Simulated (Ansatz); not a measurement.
Li

```
Li
1.0
     0.00000    3.43145    0.00000
     3.39713    0.00000   -3.43145
    -3.46576    0.00000   -3.43145
Li
4
Direct
  0.00000 0.50000 0.50000
  0.00000 0.00000 0.00000
  0.50000 0.00000 0.50000
  0.50000 0.50000 0.00000
```

Space group Fmmm.

Level of theory: DFT PBEsol, scalar-relativistic, plane waves, PAW (Ansatz).

In a PAW calculation such maps are meaningful between the atoms, not at the nuclei.

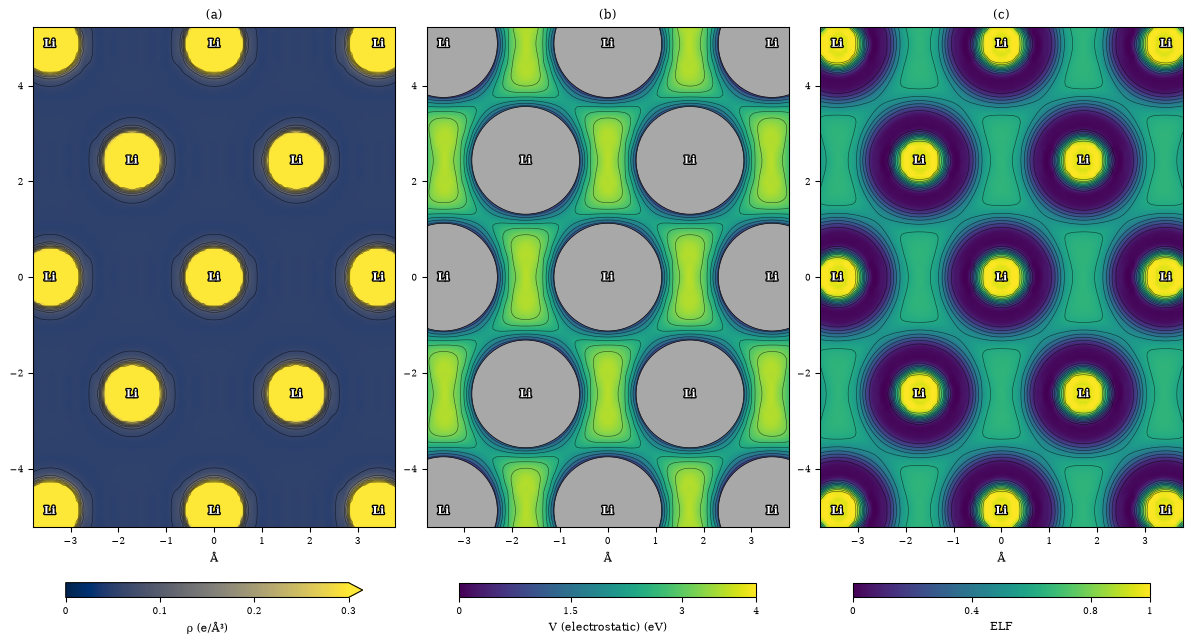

Figure 1. (a) valence electron density; (b) electrostatic potential energy of an electron; (c) ELF on the (010) plane of the conventional cell. Grey discs cover the atomic cores in the potential map.

Question: Describe what can be read from this map.

Answer: Atoms in the plane: Li. Li–Li (2.98 Å): ρ at the midpoint is about 0.05 e/Å³; the ELF reaches about 0.50 near the midpoint. Between the atoms the lowest density in this plane is 0.05 e/Å³. The features right at Li lie inside the PAW spheres, where the map follows smoothed inner orbitals and isn't to be read closely. Outside the cores the potential energy rises away from the atoms and is highest about 1.7 Å from the nearest atoms; its zero is arbitrary.

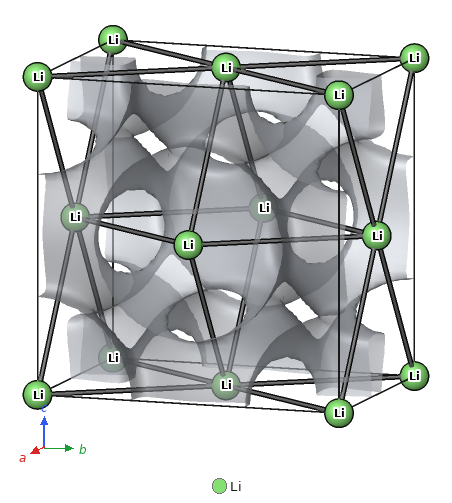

Figure 2. Isosurface of the ELF at 0.6 (grey), seen slightly off an axis. Only the valence region is drawn (cores and ρ < 0.01 e/Å³ removed). Sticks mark near contacts.

Question: Describe the localisation domains.

Answer: At this value the surface marks out one network that runs through the whole crystal, counted in one cell of 4 atoms. Any copies at cell faces, edges or corners count once. There are no localised bonds or lone pairs at this value. Profiles from the grid: Li–Li (2.96 Å): the ELF reaches about 0.50 near the midpoint.

Question: Does the calculation give a band gap?

Answer: It is gapless in this calculation (a metal or semimetal).
